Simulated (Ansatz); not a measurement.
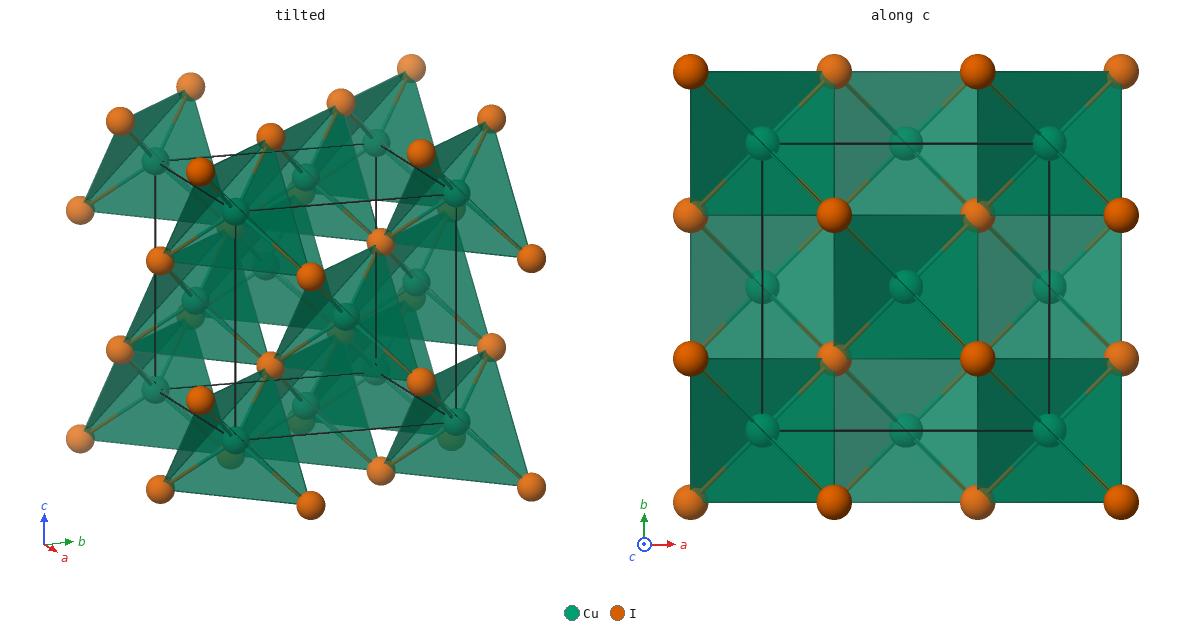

Crystal structure, polyhedral style, seen slightly off an axis and along the c axis. Lines trace the edges of the conventional unit cell. Some atoms of the next cells are drawn as well.

CuI, zinc blende (sphalerite type), space group F-43m (No. 216), a = 6.084 Å, b = 6.084 Å, c = 6.084 Å, α = 90.00°, β = 90.00°, γ = 90.00°. Provenance: a structure type filled with these elements by a generator (whether the compound takes this form wasn't checked). The cell was then strained or its atoms displaced on purpose. A calculation with Ansatz used it as input.

This one geometry was computed with Ansatz (DFT, plane waves, PAW) at three levels of theory: PBE, HSE06 and r2SCAN. It was relaxed with r2SCAN and then strained.

**How does the band gap change with the level of theory?**

PBE: a gap of 1.09 eV, direct; r2SCAN: a gap of 1.58 eV, direct; HSE06: a gap of 2.61 eV, direct.

**Collect the results in a table.**

| level | cutoff (eV) | k-mesh of the run's cell | gap (eV) | pressure (GPa) |
| --- | --- | --- | --- | --- |
| PBE | 420 | 8×8×8 | 1.09 | -0.1 |
| HSE06 | 420 | 6×6×6 | 2.61 | 0.2 |
| r2SCAN | 500 | 8×8×8 | 1.58 | -1.2 |

Gaps are taken on the k-mesh or band path of each run.
